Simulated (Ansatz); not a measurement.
## Molecular dynamics of C$_{19}$H$_{4}$ (part 2 of 2)

C$_{19}$H$_{4}$ (slab, 23 atoms in the cell); DFT PBEsol, scalar-relativistic, plane waves, PAW, no spin polarisation (Ansatz 0.2.0); cutoff 420 eV, 2×2×1 k-mesh, Fermi–Dirac smearing of 0.05 eV. It belongs to a series of runs on one base structure; here: dynamics from the last frame of the run before.

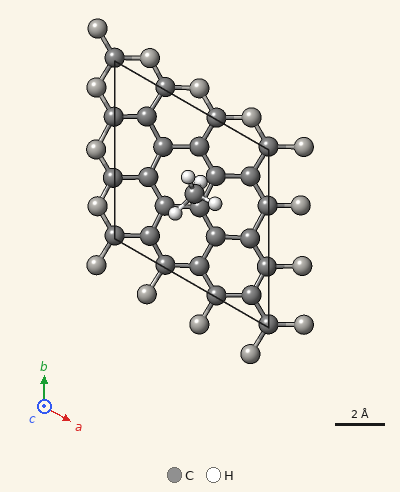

The geometry at step 145 of the log (ball-and-stick view of the cell of the calculation, along the c axis; neighbours outside the cell are drawn fainter).

**Trajectory as extended XYZ (Å, eV, eV/Å), 9 of the 291 frames kept, from step=0 to step=290**
```
23
Lattice="7.3980 0.0000 0.0000 -3.6990 6.4069 0.0000 0.0000 0.0000 12.0000" Properties=species:S:1:pos:R:3:forces:R:3 step=0 time_fs=0.0 energy=-4748.71997 temperature=717.4
C    -0.0588    0.0805    0.5522   -1.3261  -1.6231  -0.9326
C     1.1861    0.7573    0.6230   -1.3825   0.4719   0.0766
C    -1.2826    2.1878    0.4487    0.3567  -1.1319   0.0997
C    -0.0246    2.8793    0.6625   -1.9323  -0.2881  -0.4239
C    -2.5360    4.3345    0.6014    0.2246  -1.5087  -1.1732
C    -1.2550    5.0354    0.7037   -3.8524   0.6201   0.0432
C     2.3684    0.0963    0.7262    3.0136  -3.3921  -0.0038
C     3.6686    0.7183    0.6888   -3.4648   2.2452  -0.8058
C     1.1741    2.1616    0.6764    0.4706   1.8253   0.6963
C     2.4138    2.8973    0.7800    0.1962  -1.3314  -1.7182
C    -0.1035    4.2994    0.7883    2.7486   0.0395  -0.1381
C     1.1564    5.0011    0.8033    0.0920   1.1693  -1.1183
C     4.8367    0.0526    0.5958    2.5449  -2.3867   0.3045
C     6.0891    0.7477    0.4065    0.8881   0.2721   1.3274
C     3.6059    2.1380    0.5347    1.5388   1.3343   0.9963
C     4.8866    2.8211    0.4230   -1.4204   3.4389   1.3036
C     2.3870    4.3222    0.6966   -0.0243  -0.0570   0.0360
C     3.6161    5.0338    0.5120    1.3291   0.3027   1.4425
C     2.3979    3.3634    4.9588    0.4504   1.2571  -2.1302
H     2.6121    4.4889    5.0204    0.4014  -1.4672   0.2334
H     2.3799    3.1540    3.8044   -0.7409   0.1762   1.8933
H     3.1392    2.6565    5.3268    0.6104   0.3803   0.3978
H     1.5030    3.2252    5.5560   -0.7218  -0.3468  -0.4065
23
Lattice="7.3980 0.0000 0.0000 -3.6990 6.4069 0.0000 0.0000 0.0000 12.0000" Properties=species:S:1:pos:R:3:forces:R:3 step=36 time_fs=18.0 energy=-4748.64050 temperature=615.9
C    -0.0474    0.0125    0.4568    1.1584   1.3050   1.4741
C     1.2153    0.7717    0.5807   -1.2263   0.1121   0.5193
C    -1.2979    2.2129    0.3985    2.1543  -0.9910   2.4418
C    -0.0347    2.9268    0.5464   -1.5153  -0.7242   0.4829
C    -2.5717    4.2999    0.6341    1.0432   1.6989   0.2325
C    -1.3478    4.9809    0.6977    1.1922   3.4944  -0.8063
C     2.4275    0.0573    0.6556    0.1991  -0.7521  -0.5595
C     3.6883    0.7613    0.5727   -1.5942   0.6594   1.9475
C     1.1741    2.1955    0.7728    0.9967  -0.1814  -2.6163
C     2.4513    2.9099    0.6417   -1.0097  -1.3840   1.2693
C    -0.1175    4.3599    0.6585    2.1458  -1.5333   0.3005
C     1.1599    5.0559    0.7480    0.2334  -0.8777  -0.8261
C     4.8869    0.0527    0.7358    1.4090  -0.4237  -1.0956
C     6.1676    0.7185    0.5765   -2.1591   2.4609  -0.9650
C     3.6794    2.2095    0.6717   -0.7459  -0.8164  -1.0157
C     4.9017    2.9488    0.6401   -0.6010  -3.4937  -1.1863
C     2.4202    4.3097    0.6150   -1.7794   1.2491   0.6348
C     3.6228    5.0135    0.5765    0.0989   0.1976  -0.2227
C     2.2273    3.4069    4.9240    1.1407  -1.4407   2.7791
H     2.7657    4.2801    5.1979    0.5753   1.3412   0.1064
H     1.7554    3.5294    4.0107   -0.6469  -0.1149  -2.2653
H     2.9955    2.5843    5.0710   -1.0523   0.4407  -0.6686
H     1.4490    3.3060    5.6937   -0.0169  -0.2264   0.0391
23
Lattice="7.3980 0.0000 0.0000 -3.6990 6.4069 0.0000 0.0000 0.0000 12.0000" Properties=species:S:1:pos:R:3:forces:R:3 step=72 time_fs=36.0 energy=-4748.48247 temperature=545.6
C    -0.0576    0.1105    0.6601   -0.2871  -2.6228  -0.2062
C     1.1682    0.7626    0.6609    0.4258   1.6027  -1.7241
C    -1.2484    2.1764    0.7473   -2.8730   1.8829  -1.5282
C    -0.0610    2.8704    0.5916    1.5661   2.0398  -0.1209
C    -2.4633    4.3107    0.6579   -2.3826   2.0979  -0.8931
C    -1.2726    5.1042    0.5284    0.8218  -4.0851   0.4155
C     2.4044    0.0752    0.5206    0.1432   0.1366   1.8572
C     3.6026    0.7900    0.7425    1.7105  -0.6134  -1.8755
C     1.2037    2.1937    0.5007   -3.2362  -2.0344   1.6085
C     2.3305    2.9131    0.6140    4.2990  -0.2908  -0.2043
C     0.0141    4.3070    0.5341   -3.0756   1.7622   0.2792
C     1.1734    5.0988    0.5933    1.0040  -2.4798   0.3982
C     4.8978    0.0899    0.6756   -1.7849   0.4028  -0.1365
C     6.0968    0.8140    0.6358    0.6136  -1.5913   1.0587
C     3.6234    2.1760    0.6527   -0.6143   1.7666   0.5233
C     4.8445    2.9000    0.6472    1.8728  -0.1912   0.9919
C     2.3813    4.2901    0.6917    1.4724   3.7938  -0.9344
C     3.6333    5.0703    0.6582    0.3265  -1.5767   0.5026
C     2.0721    3.4216    4.8764    0.5188  -0.4546   0.4772
H     3.0169    4.0484    5.0284   -1.6293   0.3456  -0.6908
H     1.3872    3.4823    3.9656    1.3908   0.3337   0.7107
H     2.6309    2.4541    4.9040   -0.9908  -0.1392  -0.0957
H     1.3895    3.5012    5.7651    0.7087  -0.0855  -0.4131
23
Lattice="7.3980 0.0000 0.0000 -3.6990 6.4069 0.0000 0.0000 0.0000 12.0000" Properties=species:S:1:pos:R:3:forces:R:3 step=109 time_fs=54.5 energy=-4748.46504 temperature=574.0
C    -0.1150    0.0420    0.7837    0.3412   1.7650  -0.6748
C     1.0926    0.7751    0.5335    1.1856   1.6456   2.2805
C    -1.2918    2.2334    0.8529   -1.7991  -0.9394  -1.7891
C    -0.1242    2.9597    0.5704    1.9831  -1.6333   0.9615
C    -2.5825    4.3296    0.5412    2.4103   1.2675   0.9532
C    -1.3413    5.0521    0.4412    1.0248  -0.2413   1.5967
C     2.3496    0.0599    0.6724   -0.2382   1.2226  -2.2499
C     3.5674    0.8102    0.6541    0.8495  -1.2679   0.1886
C     1.1439    2.2452    0.5639    0.6427  -1.4675  -0.3898
C     2.4349    2.9467    0.5971   -2.4192   0.4247   0.5226
C    -0.0638    4.3431    0.4850   -2.0962   0.9590  -0.5378
C     1.1730    5.0458    0.5107   -0.7100   0.3154   0.4643
C     4.8131    0.0263    0.5847    0.3598   2.6656   1.4761
C     6.0401    0.7405    0.8380    0.3583   1.3088  -0.8653
C     3.6383    2.2407    0.7279   -0.7481  -1.2052  -0.5399
C     4.8610    2.9614    0.7113    0.5485  -2.0339   0.2317
C     2.4142    4.4083    0.6730   -0.2012  -2.8437  -0.1342
C     3.6412    5.0610    0.8014   -1.4922   0.0578  -1.4833
C     1.9791    3.3783    5.0407    1.2139   3.3075  -1.4853
H     3.0857    3.7299    5.1298   -1.8133  -0.4498   0.3459
H     1.6253    3.8471    4.0767    0.4485  -0.6157   0.2295
H     1.9353    2.3403    4.9492   -0.2564  -1.9343   0.0843
H     1.2469    3.8490    5.7029    0.4077  -0.3074   0.8146
23
Lattice="7.3980 0.0000 0.0000 -3.6990 6.4069 0.0000 0.0000 0.0000 12.0000" Properties=species:S:1:pos:R:3:forces:R:3 step=145 time_fs=72.5 energy=-4748.57535 temperature=632.7
C    -0.0757    0.1158    0.7008    0.3532  -1.0396   0.2596
C     1.2042    0.8368    0.7378   -3.0040  -1.4418  -1.2061
C    -1.3387    2.1594    0.6888    1.6374   2.9632   0.7137
C    -0.0756    2.9216    0.5966   -2.4116   0.0920  -0.2833
C    -2.5795    4.3763    0.6929   -1.1885  -2.9894  -0.7664
C    -1.3920    5.0732    0.5692    2.2833   0.2238  -1.0177
C     2.3623    0.1154    0.5056    0.5116  -1.5787   1.2892
C     3.6156    0.7761    0.5828    0.3311  -0.0449   0.3581
C     1.1118    2.2299    0.6890    2.9908   0.6486  -0.0673
C     2.4088    2.9054    0.6587   -2.6167   1.9529  -0.1596
C    -0.1680    4.3221    0.4033    1.6630   1.7822   2.0406
C     1.1288    5.0793    0.5513   -1.4130  -1.2389   0.0973
C     4.8439    0.0768    0.7226   -0.1542   0.4112  -0.7955
C     6.0998    0.8142    0.8393   -0.4304  -3.4789  -1.2290
C     3.5900    2.1860    0.6619    1.5108  -0.0939   0.3243
C     4.8671    2.8312    0.7436   -1.7785   4.2259  -0.7600
C     2.3313    4.3683    0.6329    1.4703  -1.2032  -0.6561
C     3.5879    5.0725    0.5636    0.2454   0.8099   1.8677
C     1.9397    3.2816    5.1822   -1.8813  -2.2192   0.3165
H     2.8881    3.3499    5.5860    2.6183  -0.2122   0.6401
H     1.9104    3.8291    4.2799   -0.2469   0.7324  -1.2554
H     1.6492    2.1734    5.0132    0.3418   1.6648   0.3137
H     1.3571    3.7509    5.9702   -0.8319   0.0339  -0.0246
23
Lattice="7.3980 0.0000 0.0000 -3.6990 6.4069 0.0000 0.0000 0.0000 12.0000" Properties=species:S:1:pos:R:3:forces:R:3 step=181 time_fs=90.5 energy=-4749.14217 temperature=720.9
C    -0.0890    0.0449    0.5908    0.2321   0.5003  -0.3402
C     1.1392    0.7574    0.6369    0.4017  -0.9479   0.0735
C    -1.3477    2.1858    0.6759    2.3133   0.6109  -1.0048
C    -0.0388    2.9069    0.6171   -2.3310   0.1634   0.9087
C    -2.5390    4.3503    0.6902    0.1056  -0.9000  -1.3744
C    -1.2992    5.0296    0.5425   -0.0210   0.3794   1.4983
C     2.3962   -0.0017    0.6050    0.0384   3.0619  -0.1098
C     3.6458    0.7541    0.6330   -1.0054   0.1339  -0.0659
C     1.1558    2.1848    0.6919   -0.7473   0.0556  -0.6195
C     2.3471    2.9365    0.6443    2.5287  -1.0895  -0.6057
C    -0.0532    4.3811    0.6334    0.2781  -2.9231  -0.7199
C     1.1722    5.0527    0.6018    0.1361  -0.9794  -0.2330
C     4.8691    0.0210    0.6398   -1.2430   2.5120  -0.5534
C     6.0554    0.7738    0.5693    1.6336   0.0140   0.9203
C     3.6142    2.2255    0.6189    0.0672  -0.7872   0.5080
C     4.8521    2.9473    0.6581   -1.0391  -1.5773   0.2483
C     2.4173    4.3298    0.5152   -2.0103  -0.8781   1.0999
C     3.6298    4.9928    0.5580    0.6622   2.6514   0.3783
C     2.0272    3.1276    5.3288   -1.4803  -0.8915   0.9655
H     2.9960    2.9029    5.8359   -0.2119  -0.1802  -0.9647
H     2.0710    3.7097    4.3462   -0.0274  -0.3377   1.5790
H     1.3782    2.1884    5.1663    1.3272   0.7895  -0.1259
H     1.4504    3.5247    6.2369    0.3922   0.6196  -1.4624
23
Lattice="7.3980 0.0000 0.0000 -3.6990 6.4069 0.0000 0.0000 0.0000 12.0000" Properties=species:S:1:pos:R:3:forces:R:3 step=218 time_fs=109.0 energy=-4748.38046 temperature=367.3
C    -0.0338    0.0500    0.4355   -2.0530  -0.0132   0.7585
C     1.1472    0.7417    0.4867    2.5942   0.4707   0.4783
C    -1.2535    2.1743    0.5452   -0.5455   1.0872   1.0382
C    -0.0441    2.8526    0.7193    0.2845   1.5873  -1.5646
C    -2.4751    4.2787    0.4724   -0.3005   3.7118   1.8803
C    -1.2024    5.0437    0.7024   -3.7485   0.0568  -1.1664
C     2.4290    0.0738    0.6805   -1.0522  -1.6540  -0.7110
C     3.6124    0.8047    0.6637    2.2375  -1.7478  -0.9368
C     1.1640    2.1469    0.4880    1.1037   0.9413   0.8912
C     2.4209    2.8758    0.5032   -0.1685   0.1060   1.0744
C    -0.0314    4.3069    0.7477    1.2213  -0.5696  -0.3047
C     1.1616    5.0386    0.5852    1.9202   1.1510  -0.5319
C     4.8794    0.1211    0.4072   -0.7217  -3.1431   2.4119
C     6.1243    0.7955    0.4710   -0.2591  -1.3446  -0.8597
C     3.6550    2.1621    0.6392    0.0686   3.1380  -0.9987
C     4.9059    2.9153    0.5732   -0.8191  -1.9821  -0.2810
C     2.4502    4.2960    0.5569   -1.9574   1.2070  -0.3307
C     3.6271    5.0719    0.5364    2.1956  -3.0031  -0.8399
C     2.1536    3.1297    5.5038    2.1431  -0.0238  -2.5932
H     3.0656    2.6385    5.9216   -0.8431   0.3228  -0.0363
H     2.4198    3.6539    4.5252    0.2267   0.3981   1.4265
H     1.4959    2.4808    5.0031   -0.9774  -2.1520  -0.2673
H     1.5059    3.6641    6.1220   -0.5494   1.4552   1.4627
23
Lattice="7.3980 0.0000 0.0000 -3.6990 6.4069 0.0000 0.0000 0.0000 12.0000" Properties=species:S:1:pos:R:3:forces:R:3 step=254 time_fs=127.0 energy=-4749.33048 temperature=651.8
C    -0.0427    0.0288    0.5029    1.2797  -0.0737  -0.9068
C     1.2266    0.7217    0.5172   -0.4846   2.0635   0.3577
C    -1.2357    2.1996    0.5599   -0.5995  -0.9347  -1.7222
C     0.0164    2.9368    0.5535   -1.4784  -1.3412   0.5494
C    -2.4847    4.3025    0.5744   -1.2400   1.2020  -1.1669
C    -1.3026    5.0256    0.6280    2.1610   0.4561  -0.1262
C     2.4648    0.0589    0.5873   -1.0409  -0.8194  -0.0342
C     3.7146    0.7574    0.5434   -1.9941   2.1062  -0.1760
C     1.2379    2.2139    0.5455   -1.0804  -1.5171  -0.0469
C     2.4118    2.9376    0.5645    1.9201  -1.4516  -0.1641
C    -0.0273    4.3386    0.6287    0.0685  -0.1215  -0.3085
C     1.2193    5.0219    0.5714   -1.2848   1.3363   0.0162
C     4.9102    0.0637    0.4911    0.4110  -1.3162   0.0224
C     6.1183    0.7287    0.4079    1.4679   2.5293   1.4641
C     3.6760    2.2240    0.5036   -0.2285  -1.9335  -0.1136
C     4.9108    2.8906    0.4355    1.0470  -0.1956   1.6442
C     2.4230    4.3393    0.5712    0.4407  -0.0099  -0.7904
C     3.6633    5.0241    0.4428    0.6351   0.0209   1.5078
C     2.2537    3.1565    5.5099   -0.0605  -2.2608   0.7878
H     2.9223    2.6043    6.2246   -0.6870   0.1930  -0.0590
H     2.9737    3.7742    5.0324    0.5316   0.5480  -1.4631
H     1.7093    2.3291    4.9070    0.7578   1.6857   0.5676
H     1.6167    3.8377    6.0697   -0.5418  -0.1656   0.1607
23
Lattice="7.3980 0.0000 0.0000 -3.6990 6.4069 0.0000 0.0000 0.0000 12.0000" Properties=species:S:1:pos:R:3:forces:R:3 step=290 time_fs=145.0 energy=-4748.70320 temperature=661.2
C     0.0219    0.1507    0.4620    1.2303  -2.4819   1.9551
C     1.2746    0.8734    0.6338   -2.2352  -2.5169  -1.1775
C    -1.1922    2.2103    0.4119   -1.0679  -0.4813   0.9755
C     0.0029    2.9023    0.4996    1.2254   1.4266   0.0479
C    -2.4626    4.3252    0.5059    1.1200  -0.8844  -0.1990
C    -1.2447    5.0475    0.4203    1.3743   0.0344   0.7417
C     2.4429    0.0833    0.4936    0.8578  -1.3868  -0.3165
C     3.6735    0.6848    0.3730    2.1401   3.9438   0.7972
C     1.2486    2.2388    0.6690    1.7350   0.7603  -1.0379
C     2.5686    2.9000    0.5434   -2.9384   1.9647  -0.4621
C     0.0179    4.3391    0.4191   -0.4678   1.1929   0.2646
C     1.2757    5.0751    0.4828   -1.1090  -1.3916  -0.1959
C     4.9445    0.0669    0.4971   -0.2227  -0.5835  -0.5950
C     6.1910    0.7927    0.5323   -0.2892   0.3854  -1.1640
C     3.7570    2.2137    0.3567   -1.7157  -3.0514   1.1429
C     4.9462    2.8957    0.4420    1.4715   1.2873  -0.6411
C     2.5057    4.3514    0.4662    1.6160  -0.6350   1.1949
C     3.7624    5.0380    0.5566   -2.7242   2.4177  -1.3261
C     2.3444    3.1591    5.6201   -0.5070   1.4570   2.2883
H     2.7093    2.4260    6.3501    0.3861   0.2478   0.4569
H     3.1050    3.9952    5.4985   -0.5694  -1.2869  -0.6392
H     2.0175    2.4752    4.8499   -0.1356   0.5680  -1.1265
H     1.4763    3.7023    6.1625    0.8256  -0.9861  -0.9844
```

The run was set up as follows.

**Input file**
```yaml
crystal:
  lattice:
    - [7.398, 0.0, 0.0]
    - [-3.699, 6.406856, 0.0]
    - [0.0, 0.0, 12.0]
  atoms:
    - { symbol: C, position: [-0.00166182, 0.01257067, 0.04602059] }
    - { symbol: C, position: [0.21943343, 0.1182077, 0.05192051] }
    - { symbol: C, position: [-0.00263983, 0.34147324, 0.03738929] }
    - { symbol: C, position: [0.22138324, 0.44941622, 0.0552051] }
    - { symbol: C, position: [-0.00451566, 0.67654802, 0.05011934] }
    - { symbol: C, position: [0.22333073, 0.78593187, 0.0586427] }
    - { symbol: C, position: [0.32766101, 0.01503002, 0.060514] }
    - { symbol: C, position: [0.55195197, 0.11211006, 0.05740291] }
    - { symbol: C, position: [0.32739776, 0.33738569, 0.05637072] }
    - { symbol: C, position: [0.55238102, 0.45221424, 0.06500227] }
    - { symbol: C, position: [0.32154157, 0.67105614, 0.06569058] }
    - { symbol: C, position: [0.54661059, 0.7805914, 0.06694131] }
    - { symbol: C, position: [0.65789451, 0.00820649, 0.04965336] }
    - { symbol: C, position: [0.88142553, 0.11670844, 0.03387784] }
    - { symbol: C, position: [0.65427305, 0.33370955, 0.04455972] }
    - { symbol: C, position: [0.88069905, 0.44032584, 0.03525098] }
    - { symbol: C, position: [0.65996401, 0.67462385, 0.05804975] }
    - { symbol: C, position: [0.88163858, 0.7856893, 0.04266995] }
    - { symbol: C, position: [0.58661318, 0.52497427, 0.41323722] }
    - { symbol: H, position: [0.70339964, 0.70064401, 0.41836524] }
    - { symbol: H, position: [0.56783493, 0.49228682, 0.3170341] }
    - { symbol: H, position: [0.6316488, 0.41462713, 0.44389794] }
    - { symbol: H, position: [0.45486368, 0.50339555, 0.46300229] }
basis:
  ecutwfc: 420.0
kpoints:
  mp_grid: { grid: [2, 2, 1] }
hamiltonian:
  xc: pbesol
scf:
  occupations: { method: fermi_dirac, width: 0.05 }
  lower_state_search: "off"
md:
  timestep: 0.5
  n_steps: 290
  ensemble: nvt_langevin
  temperature: 750.0
  initial_velocities: maxwell_boltzmann
  seed: 388772
  friction: 0.01
```

Run as:
```bash
ansatz run input.yaml --threads 1 --pin off --max-ram 3072MiB --backend cpu --events-out ev --progress --plain --runs-dir out
```

**Summary**

| quantity | value |
| --- | --- |
| outcome | finished |
| mean temperature over the second half | 602 K |
| trajectory | 290 steps, 145 fs |
| ensemble | nvt_langevin |
| temperature in the input | 750.0 K |
| time step | 0.5 fs |
| electrons treated | 80 |
| potential energy (free energy of the electrons) (last step) | −4748.7032 eV |
| Fermi energy (last step) | −0.921 eV |
| largest force (length of the vector) (last step) | 4.557 eV/Å |
| hardware | 1 thread of AMD EPYC (Zen 3), 16 GiB of memory available, shared host |
| wall time | 18 min |
| peak memory | 0.92 GiB |

**Remarks**

The k-point mesh is coarse for a cell of this size, so the results may not be converged. So short a trajectory is not equilibrated. The logged temperature at the start can lie below the typed one, since it is counted over all degrees of freedom.
